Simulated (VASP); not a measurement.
Crystal: BaTiO3, the end point of a relaxation with VASP Kohn-Sham DFT of a periodic cell, PBE with D3(BJ), VASP PAW PBE potentials, recommended in VASP 6.6.1.

```cif
data_structure
_symmetry_space_group_name_H-M 'P 1'
_symmetry_Int_Tables_number 1
_cell_length_a 3.9848
_cell_length_b 3.9848
_cell_length_c 4.1114
_cell_angle_alpha 90.000
_cell_angle_beta 90.000
_cell_angle_gamma 90.000
_cell_volume 65.28
loop_
_atom_site_label
_atom_site_type_symbol
_atom_site_fract_x
_atom_site_fract_y
_atom_site_fract_z
_atom_site_occupancy
Ba1 Ba 0.50000 0.50000 0.99696 1
Ti1 Ti 0.00000 0.00000 0.47881 1
O1 O 0.50000 0.00000 0.51755 1
O2 O 0.00000 0.50000 0.51755 1
O3 O 0.00000 0.00000 0.03213 1
```

What does its first Brillouin zone look like, and which path through it is standard?

It has a primitive tetragonal lattice (tP; extended symbol tP1). The zone is a parallelepiped in its combinatorial type: 6 faces (6 with 4 edges), 12 edges, 8 vertices. Path: Γ–X–M–Γ–Z–R–A–Z | X–R | M–A.

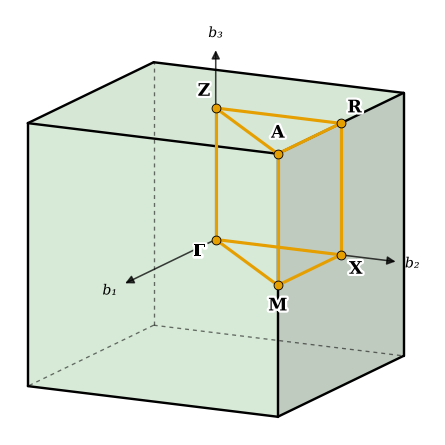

Labels and path follow the convention of Hinuma et al. (2017), as computed by seekpath; the arrows show the directions of the reciprocal primitive vectors b₁, b₂, b₃, in which coordinates are given; lengths include the factor 2π.

```
point   k₁   k₂   k₃  length of k (1/Å)
    Γ    0    0    0              0.000
    Z    0    0  1/2              0.764
    M  1/2  1/2    0              1.115
    A  1/2  1/2  1/2              1.352
    R    0  1/2  1/2              1.098
    X    0  1/2    0              0.788
```
